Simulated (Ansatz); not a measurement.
Consider AlN.

Input

```
crystal:
  lattice:
    - [4.4031742107, 0.0, 0.0]
    - [0.0, -4.4031742107, 0.0]
    - [0.0, 0.0, -4.4031742107]
  atoms:
    - { symbol: Al, position: [0.0, 0.0, 0.0] }
    - { symbol: Al, position: [0.5, 0.5, 0.0] }
    - { symbol: Al, position: [0.5, 0.0, 0.5] }
    - { symbol: Al, position: [0.0, 0.5, 0.5] }
    - { symbol: "N", position: [0.75, 0.75, 0.75] }
    - { symbol: "N", position: [0.25, 0.25, 0.75] }
    - { symbol: "N", position: [0.25, 0.75, 0.25] }
    - { symbol: "N", position: [0.75, 0.25, 0.25] }
basis:
  ecutwfc: 420
kpoints:
  mp_grid: { grid: [6, 6, 6] }
hamiltonian:
  xc: pbe
scf:
  occupations: { method: gaussian, width: 0.02 }
output:
  forces: true
  stress: true
  eigenvalues: true
  write_density: true
  write_potential: true
  elf: true
  volumetric_format: npy
relax:
  adjacent_minimum: "off"
  f_tol: 0.015
  max_steps: 60
  cell: { stress_tol: 0.15 }
```

Command:

```sh
ansatz run input.yaml --threads 1 --pin off --max-ram 2560MiB --backend cpu --events-out ev --progress --plain --runs-dir out
```

Below, planes, directions and counts refer to the conventional cell (a = 4.40 Å, b = 4.40 Å, c = 4.40 Å, α = 90.00°, β = 90.00°, γ = 90.00°).

The fields are those of the relaxed geometry.

Space group F-43m; a structure from a database of computed crystals, not necessarily the ambient phase.

All numbers below come from Ansatz, DFT PBE, scalar-relativistic, plane waves, PAW.

Question: Predict the valence pseudo-density and electron localisation function between the atoms.

Answer: Al–N (1.91 Å): ρ is about 0.67 e/Å³ halfway; the ELF peaks at about 0.90 between the atoms: a shared but strongly polarised pair.

Question: Metal or insulator at this level of theory?

Answer: It is gapped, with a Kohn–Sham gap of 3.3 eV on the k-point mesh (the band edges may lie off the mesh, which would make the gap smaller).

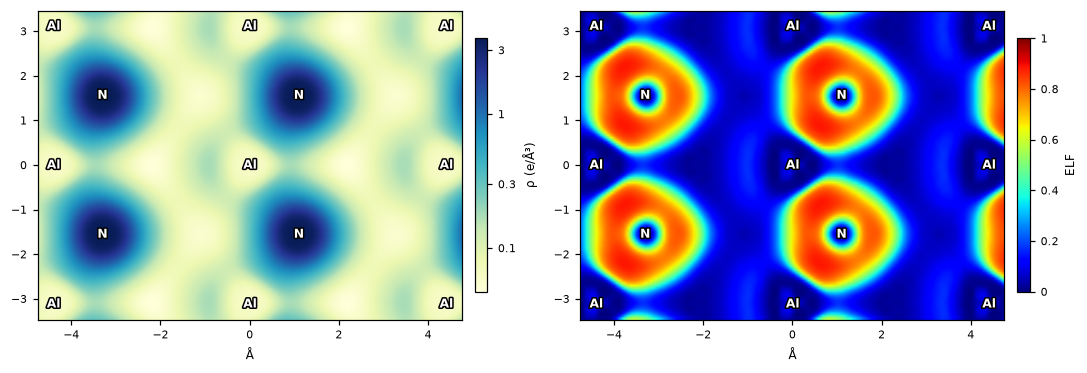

Computed valence pseudo-density and electron localisation function on the (011) plane of the conventional cell, in this order. 

Core electrons are frozen (PAW), and the valence fields are smoothed inside the atomic spheres.
